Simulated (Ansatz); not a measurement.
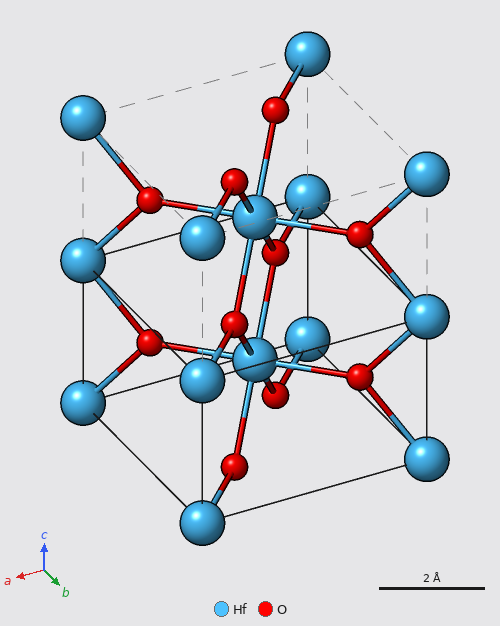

The crystal in a ball-and-stick representation, seen from a general direction. Solid lines give the conventional unit cell, repeated here 1×1×2 times. Cell: a = 4.880 Å, b = 4.880 Å, c = 3.238 Å, α = 90.00°, β = 90.00°, γ = 90.00°.

- The structure is one of HfO2.
- It takes space group P4_2/mnm (No. 136) on a primitive tetragonal lattice.
- The arrangement is known as rutile.
- In the cell are 2 Hf, 4 O, which makes 2 formula units.
- Hf is coordinated by six O in a distorted octahedral arrangement at about 2.1 Å. The O atoms are each bonded to three Hf at about 2.1 Å. Not all metal-metal contacts are counted.
- The bonds build a three-dimensional framework.

It goes back to a structure listed in the Materials Project. Earlier steps of the study may have refined or changed the cell and positions. It went into a calculation with Ansatz.
